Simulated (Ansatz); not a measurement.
# Ta: a changed input and its effect

System: Ta (Fm-3m, 1 atom in the cell).
Method of run 1: DFT r2SCAN, scalar-relativistic, plane waves, PAW, no spin polarisation (Ansatz 0.2.0).

The structure was built on a prototype by a generator; it need not be a known phase. Text and figures count atoms from 1; the logs count them from 0 in places.

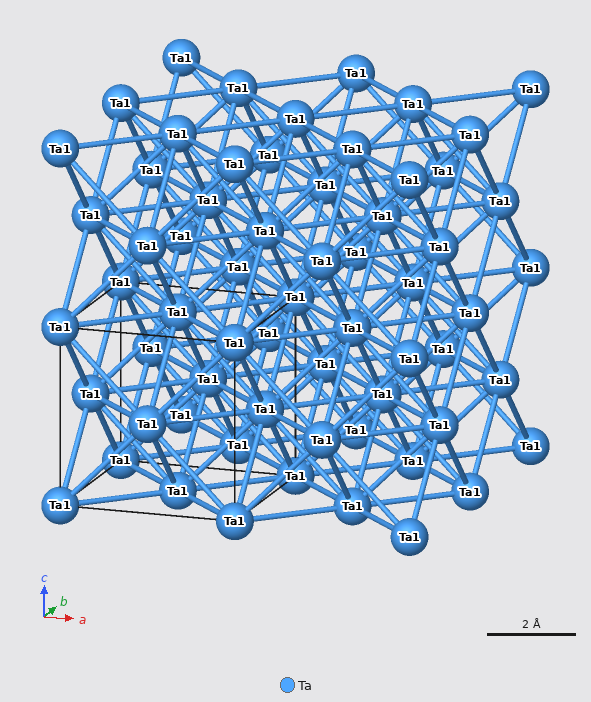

Fig. 1: The input geometry (ball-and-stick view of the cell 4 times as large as that of the calculation, set on its symmetry axes, repeated 2 × 2 × 2, seen slightly off an axis; atoms are numbered from 1 in the order of the input). Near neighbours in the crystal (not all of them lie inside the picture): Ta has 12 Ta at 2.99 Å.

**The input, run 1**
```yaml
crystal:
  lattice:
    - [0.0, 2.111509634, 2.111509634]
    - [2.111509634, 0.0, 2.111509634]
    - [2.111509634, 2.111509634, 0.0]
  atoms:
    - { symbol: Ta, position: [0.0, 0.0, 0.0] }
basis:
  ecutwfc: 500
kpoints:
  mp_grid: { grid: [18, 18, 18] }
  band_path:
    path:
      - [0.0, 0.0, 0.0]
      - [0.5, 0.0, 0.5]
      - [0.625, 0.25, 0.625]
      - [0.375, 0.375, 0.75]
      - [0.5, 0.5, 0.5]
      - [0.5, 0.25, 0.75]
    npoints: 1
hamiltonian:
  xc: r2scan
scf:
  occupations: { method: gaussian, width: 0.1 }
  n_extra_bands: 4
output:
  forces: true
  stress: true
  eigenvalues: true
```

Command:
```bash
ansatz run input.yaml --threads 1 --pin off --max-ram 2560MiB --backend cpu --events-out ev --progress --plain --runs-dir out
```

Hardware: 1 thread of Intel Xeon @ 2.70GHz, 189 GiB of memory available, shared host.

**Output, shortened to warnings, some set-up lines, iterations and results (run 1)**
```
Basis set: ecut = 500 eV, 531 PW (Γ), exchange–correlation on 96×96×96 points (64 copies of the dense FFT grid, shifted against one another)
Symmetry: 48 space group operations
k-points: 195 of 5832
Initial density: superposition of atomic densities (neutral atoms: chi_scale 0, normalization atom), corrected by the library's trained network
[...]
SCF iter   1: F=—  HF=-9944.057778 eV  |F-HF|=—  |Δ(HF+E_count)|=         —  Δρ=6.81e-3  dr2=2.68e-3  dr2_τ=1.55e-2  ethr=1.77e-3  ⟨swp⟩=5.8  Hψ=12889  notcnv=0
SCF iter   2: F=—  HF=-9944.075337 eV  |F-HF|=—  |Δ(HF+E_count)|=   1.76e-2  Δρ=4.25e-3  dr2=1.17e-3  dr2_τ=3.06e-4  ethr=2.06e-5  ⟨swp⟩=2.7  Hψ=4951  notcnv=0  defer=12
SCF iter   3: F=—  HF=-9944.076366 eV  |F-HF|=—  |Δ(HF+E_count)|=   1.03e-3  Δρ=1.24e-3  dr2=1.27e-4  dr2_τ=5.42e-5  ethr=8.97e-6  ⟨swp⟩=2.0  Hψ=3133  notcnv=0  defer=12
SCF iter   4: F=—  HF=-9944.076456 eV  |F-HF|=—  |Δ(HF+E_count)|=   9.04e-5  Δρ=3.54e-4  dr2=1.03e-5  dr2_τ=2.06e-6  ethr=9.78e-7  ⟨swp⟩=2.0  Hψ=3135  notcnv=0  defer=12
SCF iter   5: F=—  HF=-9944.076462 eV  |F-HF|=—  |Δ(HF+E_count)|=   5.79e-6  Δρ=9.33e-5  dr2=7.42e-7  dr2_τ=1.23e-7  ethr=7.94e-8  ⟨swp⟩=2.0  Hψ=2889  notcnv=0  defer=12
SCF iter   6: F=-9944.076462 eV  HF=-9944.076462 eV  |F-HF|=8.44e-10  |Δ(HF+E_count)|=   3.22e-7  Δρ=5.64e-6  dr2=2.55e-9  dr2_τ=1.45e-10  ethr=7.69e-10  ⟨swp⟩=6.9  Hψ=10605  …
SCF 1 converged in 6 iterations: F = -9944.076462 eV  dr2 = 2.55e-9
NSCF: frozen V_eff on 6 k-points
SCF converged after 6 iterations
Free energy (F): -9944.076462 eV
Harris-Foulkes:  -9944.076462 eV  (|F-HF|=8.44e-10)
Internal energy: -9944.070996 eV  (E = F + TS)
E sigma→0 (E₀):  -9944.073729 eV
Entropy (-TS):   -0.005466 eV (-5.466 meV/atom)
Fermi energy:    17.971709 eV
--- Per-component energies (eV) ---
  E_band       = -128.863849
  E_kinetic    = 365.561909
  E_local      = -572.452590  (includes V_loc(G=0)·N_el)
  E_nonlocal   = 14.207157
  E_hartree    = 196.951624
  E_xc         = -203.938234
  E_vxc        = -221.244785  (∫ρ·V_xc dr)
  E_paw        = -8422.617583  (= ΣΔE_a)
  E_vpaw       = -119.930029  (= ΣTr[D̂ρ^β])
  E_aug_tail   = 0.000083  (compensation charges beyond the density's cutoff)
  E_vtau       = 11.091539  (kinetic-family band-sum trace: ∫τ·v_τ [+ j·A + Jᵃ·Aᵃ] dr)
  E_ewald      = -1321.027082
  E_core_change = -0.756280  (= ΣΔE_core)
  E_smearing   = -0.005466  (= −TS)
  E_closure    = 0.000000  (closes the sum)
  Σ components = -9944.076462   (vs F -9944.076462, Δ=0.00e0)
--- Forces (eV/Å), atoms counted from 1 ---
  atom   1  Ta    -0.00000000    -0.00000000     0.00000000
  max |Σ_I F_I| component: 2.67e-32 eV/Å
--- Stress (GPa, compression-positive) ---
       -2.107393       0.000000       0.000000
        0.000000      -2.107393       0.000000
        0.000000       0.000000      -2.107393
  P = ⅓ Tr σ = -2.1074 GPa (-21.074 kbar)
```

For run 2 the input was changed thus:
```diff
-  ecutwfc: 500
+  ecutwfc: 420
-  xc: r2scan
+  xc: pbe
+  write_density: true
+  write_potential: true
+  elf: true
+  volumetric_format: npy
```

How does run 2 compare with run 1?

The total energies belong to different methods, so their difference says nothing on which is more stable or more accurate. The pressure goes from −2.11 to 0.00 GPa. The functional changes from r2SCAN to PBE. The number of SCF iterations is the same. The plane waves at Γ go from 531 to 339. On the same kind of shared host run 2 took about 0.57 times as long.

**Output, shortened to warnings, some set-up lines, iterations and results (run 2)**
```
Basis set: ecut = 420 eV, 339 PW (Γ), exchange–correlation on 40×40×40 points (8 copies of the dense FFT grid, shifted against one another)
Symmetry: 48 space group operations
k-points: 195 of 5832
Initial density: superposition of atomic densities (neutral atoms: chi_scale 0, normalization atom), corrected by the library's trained network
[...]
SCF iter   1: F=—  HF=-9932.012621 eV  |F-HF|=—  |Δ(HF+E_count)|=         —  Δρ=2.86e-3  dr2=6.48e-4  ethr=1.77e-3  ⟨swp⟩=5.2  Hψ=12037  notcnv=0
SCF iter   2: F=—  HF=-9932.012770 eV  |F-HF|=—  |Δ(HF+E_count)|=   1.49e-4  Δρ=1.55e-3  dr2=1.67e-4  ethr=4.98e-6  ⟨swp⟩=2.5  Hψ=4743  notcnv=0
SCF iter   3: F=—  HF=-9932.012897 eV  |F-HF|=—  |Δ(HF+E_count)|=   1.27e-4  Δρ=2.19e-4  dr2=4.07e-6  ethr=1.29e-6  ⟨swp⟩=2.0  Hψ=2555  notcnv=0
SCF iter   4: F=—  HF=-9932.012892 eV  |F-HF|=—  |Δ(HF+E_count)|=   5.27e-6  Δρ=7.96e-5  dr2=3.49e-7  ethr=3.13e-8  ⟨swp⟩=2.0  Hψ=3280  notcnv=0
SCF iter   5: F=-9932.012892 eV  HF=-9932.012892 eV  |F-HF|=2.30e-9  |Δ(HF+E_count)|=   1.24e-7  Δρ=1.15e-5  dr2=1.68e-8  ethr=2.69e-9  ⟨swp⟩=2.0  Hψ=3281  notcnv=0
SCF iter   6: F=-9932.012892 eV  HF=-9932.012892 eV  |F-HF|=1.10e-9  |Δ(HF+E_count)|=   1.30e-9  Δρ=6.23e-6  dr2=2.47e-9  ethr=1.30e-10  ⟨swp⟩=6.2  Hψ=11197  notcnv=0
SCF 1 converged in 6 iterations: F = -9932.012892 eV  dr2 = 2.47e-9
NSCF: frozen V_eff on 6 k-points
SCF converged after 6 iterations
Free energy (F): -9932.012892 eV
Harris-Foulkes:  -9932.012892 eV  (|F-HF|=1.10e-9)
Internal energy: -9932.006237 eV  (E = F + TS)
E sigma→0 (E₀):  -9932.009564 eV
Entropy (-TS):   -0.006654 eV (-6.654 meV/atom)
Fermi energy:    18.090173 eV
--- Per-component energies (eV) ---
  E_band       = -115.679903
  E_kinetic    = 364.747576
  E_local      = -572.462575  (includes V_loc(G=0)·N_el)
  E_nonlocal   = 14.147940
  E_hartree    = 196.940182
  E_xc         = -218.039243
  E_vxc        = -203.470564  (∫ρ·V_xc dr)
  E_paw        = -8396.313204  (= ΣΔE_a)
  E_vpaw       = -112.522783  (= ΣTr[D̂ρ^β])
  E_aug_tail   = 0.000169  (compensation charges beyond the density's cutoff)
  E_ewald      = -1321.027082
  E_smearing   = -0.006654  (= −TS)
  E_closure    = 0.000000  (closes the sum)
  Σ components = -9932.012892   (vs F -9932.012892, Δ=0.00e0)
--- Forces (eV/Å), atoms counted from 1 ---
  atom   1  Ta    -0.00000000    -0.00000000     0.00000000
  max |Σ_I F_I| component: 6.98e-32 eV/Å
--- Stress (GPa, compression-positive) ---
       -0.001812      -0.000000       0.000000
       -0.000000      -0.001812       0.000000
       -0.000000       0.000000      -0.001812
  P = ⅓ Tr σ = -0.0018 GPa (-0.018 kbar)
```

**The two runs side by side**

| quantity | run 1 | run 2 |
| --- | --- | --- |
| outcome | converged | converged |
| free energy per atom (eV) | −9944.0765 | −9932.0129 |
| energy per atom, smearing taken to zero (eV) | −9944.0737 | −9932.0096 |
| gap on the mesh (eV) | 0.00 | 0.00 |
| pressure (GPa) | −2.11 | 0.00 |
| largest force (eV/Å) | 0.000 | 0.000 |
| SCF iterations | 6 | 6 |
| irreducible k-points | 195 | 195 |
| plane waves at Γ | 531 | 339 |
| wall time (shared host) | 5.7 s | 3.2 s |

For both runs: Spin–orbit coupling is left out, which matters for Ta.
